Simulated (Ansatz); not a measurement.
Here is a crystal structure:

```yaml
crystal:
  lattice:
    - [2.50137, -0.01421, 0.00636]
    - [-1.26300, 2.11860, 0.00169]
    - [0.12518, 0.11061, 47.07854]
  atoms:
    - { symbol: C, position: [0.99848, 0.99314, 0.78406] }
    - { symbol: C, position: [0.99874, 0.98840, 0.28638] }
    - { symbol: C, position: [0.00295, 0.01259, 0.71354] }
    - { symbol: C, position: [0.99982, 0.00587, 0.21594] }
    - { symbol: C, position: [0.33674, 0.68169, 0.71353] }
    - { symbol: C, position: [0.33360, 0.67500, 0.21592] }
    - { symbol: C, position: [0.66475, 0.32406, 0.78408] }
    - { symbol: C, position: [0.66494, 0.31926, 0.28639] }
```

Summarise the structure in words.

Answer. The element is carbon. The cell holds eight atoms. The neighbours of C are three C in a trigonal planar arrangement at 1.41 to 1.44 Å. The bonds build C layers parallel to (001).

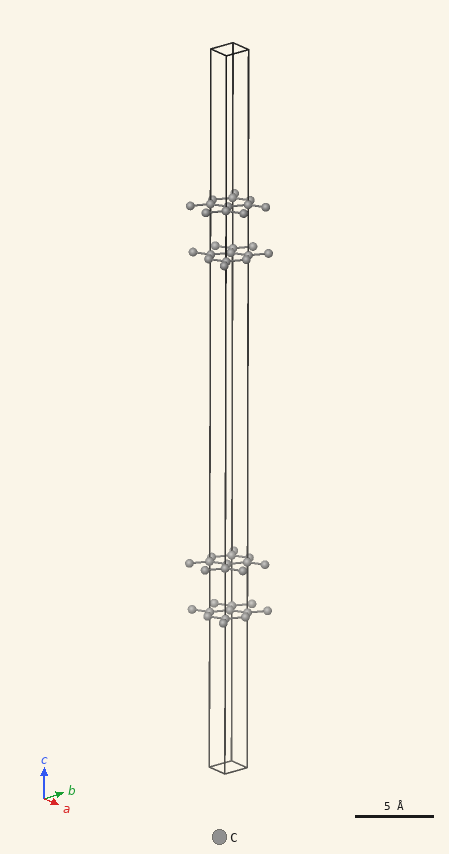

Shown here is a ball-and-stick view of the crystal, taken slightly off an axis. The edges of the simulation cell are marked. Atoms of adjacent cells appear where they bond to atoms in the box.

The structure comes from a structure listed in the Materials Project. The cell was then strained or its atoms displaced on purpose. The atoms were relaxed in a fixed cell with Ansatz 0.2.0, DFT LDA, scalar-relativistic, plane waves, PAW.
